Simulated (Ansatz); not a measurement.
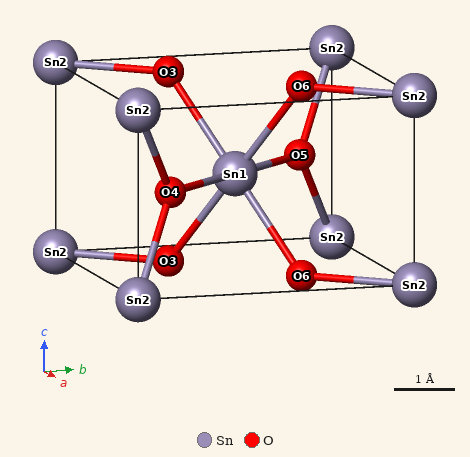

Figure 1. The structure (ball-and-stick view of the cell of the calculation, seen slightly off an axis; atoms are numbered from 1 in the order of the input). An atom can appear more than once, as a periodic image.

# From SnO2 to PbO2

System: SnO2 (Pnnm, 6 atoms in the cell).
Method of the first run: DFT LDA, scalar-relativistic, plane waves, PAW, no spin polarisation (Ansatz 0.2.0).
System of the second run: PbO2 (6 atoms in the cell).

On the first run: The structure derives from a Materials Project entry. On the second run: The structure was made by swapping elements on the sites of another compound; it need not be a known phase. It belongs to a series of runs on one base structure; here: Sn -> Pb on all its sites, cell and atoms relaxed. Text and figures count atoms from 1; the logs count them from 0 in places.

### Input, the first run
```yaml
crystal:
  lattice:
    - [4.788004, 0.0, 0.0]
    - [0.0, 4.866582, 0.0]
    - [0.0, 0.0, 3.240898]
  atoms:
    - { symbol: Sn, position: [0.5, 0.5, 0.5] }
    - { symbol: Sn, position: [0.0, 0.0, 0.0] }
    - { symbol: O, position: [0.291855, 0.321042, 0.0] }
    - { symbol: O, position: [0.791855, 0.178958, 0.5] }
    - { symbol: O, position: [0.208145, 0.821042, 0.5] }
    - { symbol: O, position: [0.708145, 0.678958, 0.0] }
basis:
  ecutwfc: 420
kpoints:
  mp_grid: { grid: [4, 4, 6] }
hamiltonian:
  xc: lda
scf:
  occupations: { method: gaussian, width: 0.1 }
output:
  forces: true
  stress: true
  eigenvalues: true
```

Launched with:
```bash
ansatz run input.yaml --threads 2 --pin off --max-ram 5120MiB --backend cpu --events-out ev --progress --plain --runs-dir out
```

Hardware: 2 threads of AMD EPYC (Zen 3), 189 GiB of memory available, shared host.

### Output, shortened to warnings, some set-up lines, iterations and results (the first run)
```
Basis set: ecut = 420 eV, 1479 PW (Γ)
Symmetry: 8 space group operations
k-points: 36 of 96
Initial density: superposition of atomic densities (neutral atoms: chi_scale 0, normalization atom), corrected by the library's trained network
[...]
SCF iter   1: F=—  HF=-13980.254514 eV  |F-HF|=—  |Δ(HF+E_count)|=         —  Δρ=1.92e-2  dr2=2.39e-1  ethr=1.77e-3  ⟨swp⟩=5.7  Hψ=5009  notcnv=0
SCF iter   2: F=—  HF=-13980.187364 eV  |F-HF|=—  |Δ(HF+E_count)|=   6.72e-2  Δρ=4.95e-3  dr2=6.98e-3  ethr=4.59e-4  ⟨swp⟩=2.3  Hψ=1969  notcnv=0  defer=63
SCF iter   3: F=—  HF=-13980.184980 eV  |F-HF|=—  |Δ(HF+E_count)|=   2.38e-3  Δρ=2.15e-3  dr2=1.91e-3  ethr=1.34e-5  ⟨swp⟩=2.9  Hψ=2045  notcnv=0  defer=27
SCF iter   4: F=—  HF=-13980.184360 eV  |F-HF|=—  |Δ(HF+E_count)|=   6.20e-4  Δρ=3.74e-4  dr2=8.59e-5  ethr=3.68e-6  ⟨swp⟩=2.0  Hψ=1878  notcnv=0  defer=27
SCF iter   5: F=—  HF=-13980.184358 eV  |F-HF|=—  |Δ(HF+E_count)|=   1.99e-6  Δρ=8.12e-5  dr2=4.20e-6  ethr=1.65e-7  ⟨swp⟩=1.8  Hψ=1392  notcnv=0  defer=27
SCF iter   6: F=—  HF=-13980.184359 eV  |F-HF|=—  |Δ(HF+E_count)|=   8.54e-7  Δρ=1.39e-5  dr2=1.18e-7  ethr=8.09e-9  ⟨swp⟩=2.7  Hψ=1644  notcnv=0  defer=27
SCF iter   7: F=-13980.184359 eV  HF=-13980.184359 eV  |F-HF|=1.30e-9  |Δ(HF+E_count)|=   1.80e-8  Δρ=2.10e-6  dr2=3.57e-9  ethr=1.92e-10  ⟨swp⟩=8.6  Hψ=4557  notcnv=0
SCF 1 converged in 7 iterations: F = -13980.184359 eV  dr2 = 3.57e-9
SCF converged after 7 iterations
Free energy (F): -13980.184359 eV
Harris-Foulkes:  -13980.184359 eV  (|F-HF|=1.30e-9)
Internal energy: -13980.184359 eV  (E = F + TS)
E sigma→0 (E₀):  -13980.184359 eV
Entropy (-TS):   -0.000000 eV (-0.000 meV/atom)
Fermi energy:    8.591995 eV
--- Per-component energies (eV) ---
  E_band       = -171.693167
  E_kinetic    = 1073.298457
  E_local      = -2962.186847  (includes V_loc(G=0)·N_el)
  E_nonlocal   = 149.795757
  E_hartree    = 1510.315284
  E_xc         = -1039.926336
  E_vxc        = -561.717368  (∫ρ·V_xc dr)
  E_paw        = -8600.265160  (= ΣΔE_a)
  E_vpaw       = -891.523526  (= ΣTr[D̂ρ^β])
  E_aug_tail   = 0.010079  (compensation charges beyond the density's cutoff)
  E_ewald      = -4112.463075
  E_core_change = 1.237482  (= ΣΔE_core)
  E_smearing   = -0.000000  (= −TS)
  E_closure    = -0.000000  (closes the sum)
  Σ components = -13980.184359   (vs F -13980.184359, Δ=0.00e0)
--- Forces (eV/Å), atoms counted from 1 ---
  atom   1  Sn     0.00000000     0.00000000     0.00000000
  atom   2  Sn     0.00000000    -0.00000000     0.00000000
  atom   3  O      0.16896912     0.00850291     0.00000000
  atom   4  O      0.16896912    -0.00850291     0.00000000
  atom   5  O     -0.16896912     0.00850291     0.00000000
  atom   6  O     -0.16896912    -0.00850291     0.00000000
  max |Σ_I F_I| component: 2.78e-17 eV/Å
--- Stress (GPa, compression-positive) ---
      -10.447628       0.000000       0.000000
        0.000000     -10.696803       0.000000
        0.000000       0.000000     -12.520770
  P = ⅓ Tr σ = -11.2217 GPa (-112.217 kbar)
```

For the second run the input was changed thus:
```diff
-    - [4.788004, 0.0, 0.0]
-    - [0.0, 4.866582, 0.0]
-    - [0.0, 0.0, 3.240898]
+    - [4.7975317667, 0.0, 0.0]
+    - [0.0, 4.8005548213, 0.0]
+    - [0.0, 0.0, 3.2415461562]
-    - { symbol: Sn, position: [0.5, 0.5, 0.5] }
-    - { symbol: Sn, position: [0.0, 0.0, 0.0] }
-    - { symbol: O, position: [0.291855, 0.321042, 0.0] }
-    - { symbol: O, position: [0.791855, 0.178958, 0.5] }
-    - { symbol: O, position: [0.208145, 0.821042, 0.5] }
-    - { symbol: O, position: [0.708145, 0.678958, 0.0] }
+    - { symbol: Pb, position: [0.5, 0.5, 0.5] }
+    - { symbol: Pb, position: [0.0, 0.0, 0.0] }
+    - { symbol: O, position: [0.305566969, 0.306572119, 0.0] }
+    - { symbol: O, position: [0.805566969, 0.193427881, 0.5] }
+    - { symbol: O, position: [0.194433031, 0.806572119, 0.5] }
+    - { symbol: O, position: [0.694433031, 0.693427881, 0.0] }
```

Predict how the results change.

The total energies belong to different systems, so their difference says nothing on which is more stable or more accurate. The gap of 0.68 eV on the mesh closes. The pressure goes from −11.22 to 21.12 GPa. The largest force goes from 0.169 to 0.196 eV/Å. The volume per atom goes from 12.59 to 12.44 Å³. The number of SCF iterations is the same. The plane waves at Γ go from 1479 to 1463.

### Output, shortened to warnings, some set-up lines, iterations and results (the second run)
```
Basis set: ecut = 420 eV, 1463 PW (Γ)
Symmetry: 8 space group operations
k-points: 36 of 96
Initial density: superposition of atomic densities (neutral atoms: chi_scale 0, normalization atom), corrected by the library's trained network
[...]
SCF iter   1: F=—  HF=-25420.332879 eV  |F-HF|=—  |Δ(HF+E_count)|=         —  Δρ=1.86e-2  dr2=2.22e-1  ethr=1.77e-3  ⟨swp⟩=7.3  Hψ=5755  notcnv=0  defer=1
SCF iter   2: F=—  HF=-25420.268533 eV  |F-HF|=—  |Δ(HF+E_count)|=   6.43e-2  Δρ=5.05e-3  dr2=9.32e-3  ethr=4.28e-4  ⟨swp⟩=2.8  Hψ=2252  notcnv=0  defer=62
SCF iter   3: F=—  HF=-25420.265395 eV  |F-HF|=—  |Δ(HF+E_count)|=   3.14e-3  Δρ=2.22e-3  dr2=2.66e-3  ethr=1.79e-5  ⟨swp⟩=3.1  Hψ=2220  notcnv=0  defer=26
SCF iter   4: F=—  HF=-25420.264568 eV  |F-HF|=—  |Δ(HF+E_count)|=   8.27e-4  Δρ=4.78e-4  dr2=1.06e-4  ethr=5.12e-6  ⟨swp⟩=2.5  Hψ=1999  notcnv=0  defer=26
SCF iter   5: F=—  HF=-25420.264574 eV  |F-HF|=—  |Δ(HF+E_count)|=   6.20e-6  Δρ=1.14e-4  dr2=7.25e-6  ethr=2.04e-7  ⟨swp⟩=2.5  Hψ=1902  notcnv=0  defer=26
SCF iter   6: F=—  HF=-25420.264571 eV  |F-HF|=—  |Δ(HF+E_count)|=   2.52e-6  Δρ=3.40e-5  dr2=5.59e-7  ethr=1.39e-8  ⟨swp⟩=3.0  Hψ=2248  notcnv=0  defer=26
SCF iter   7: F=-25420.264571 eV  HF=-25420.264571 eV  |F-HF|=5.82e-9  |Δ(HF+E_count)|=   1.48e-7  Δρ=3.86e-6  dr2=1.61e-8  ethr=1.92e-10  ⟨swp⟩=11.7  Hψ=6243  notcnv=0
SCF 1 converged in 7 iterations: F = -25420.264571 eV  dr2 = 1.61e-8
SCF converged after 7 iterations
Free energy (F): -25420.264571 eV
Harris-Foulkes:  -25420.264571 eV  (|F-HF|=5.82e-9)
Internal energy: -25420.262414 eV  (E = F + TS)
E sigma→0 (E₀):  -25420.263493 eV
Entropy (-TS):   -0.002157 eV (-0.360 meV/atom)
Fermi energy:    9.593813 eV
--- Per-component energies (eV) ---
  E_band       = -7.607364
  E_kinetic    = 1296.786657
  E_local      = -3207.883776  (includes V_loc(G=0)·N_el)
  E_nonlocal   = 922.913021
  E_hartree    = 1240.399724
  E_xc         = -721.886926
  E_vxc        = -633.431556  (∫ρ·V_xc dr)
  E_paw        = -20823.762723  (= ΣΔE_a)
  E_vpaw       = -866.805666  (= ΣTr[D̂ρ^β])
  E_aug_tail   = 0.010207  (compensation charges beyond the density's cutoff)
  E_ewald      = -4127.070858
  E_core_change = 0.232259  (= ΣΔE_core)
  E_smearing   = -0.002157  (= −TS)
  E_closure    = 0.000000  (closes the sum)
  Σ components = -25420.264571   (vs F -25420.264571, Δ=0.00e0)
--- Forces (eV/Å), atoms counted from 1 ---
  atom   1  Pb     0.00000000     0.00000000     0.00000000
  atom   2  Pb    -0.00000000     0.00000000     0.00000000
  atom   3  O     -0.14132079    -0.13536423     0.00000000
  atom   4  O     -0.14132079     0.13536423     0.00000000
  atom   5  O      0.14132079    -0.13536423     0.00000000
  atom   6  O      0.14132079     0.13536423     0.00000000
  max |Σ_I F_I| component: 2.78e-17 eV/Å
--- Stress (GPa, compression-positive) ---
       18.228667       0.000000       0.000000
        0.000000      18.229287       0.000000
        0.000000       0.000000      26.888294
  P = ⅓ Tr σ = 21.1154 GPa (211.154 kbar)
```

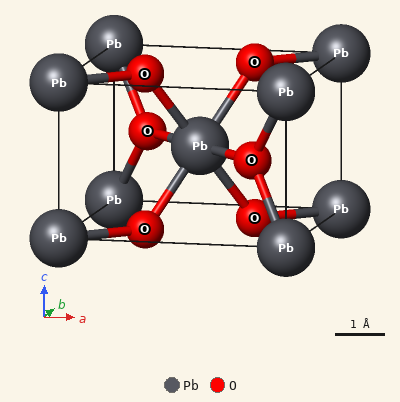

Figure 2. The input structure of the second run (ball-and-stick view of the cell of the calculation, seen slightly off an axis). An atom can appear more than once, as a periodic image.

### The two runs side by side

| quantity | the first run | the second run |
| --- | --- | --- |
| outcome | converged | converged |
| free energy per atom (eV) | −2330.0307 | −4236.7108 |
| gap on the mesh (eV) | 0.68 | 0.00 |
| pressure (GPa) | −11.22 | 21.12 |
| volume per atom (Å³) | 12.59 | 12.44 |
| largest force (eV/Å) | 0.169 | 0.196 |
| SCF iterations | 7 | 7 |
| irreducible k-points | 36 | 36 |
| plane waves at Γ | 1479 | 1463 |
| wall time (shared host) | 9.8 s | 11 s |

For the first run: The cell is under a tension of 11.2 GPa at this level, so it is not at its equilibrium volume. For the second run: Spin–orbit coupling is left out, which matters for Pb. The cell is under a pressure of 21 GPa at this level, so it is not at its equilibrium volume.
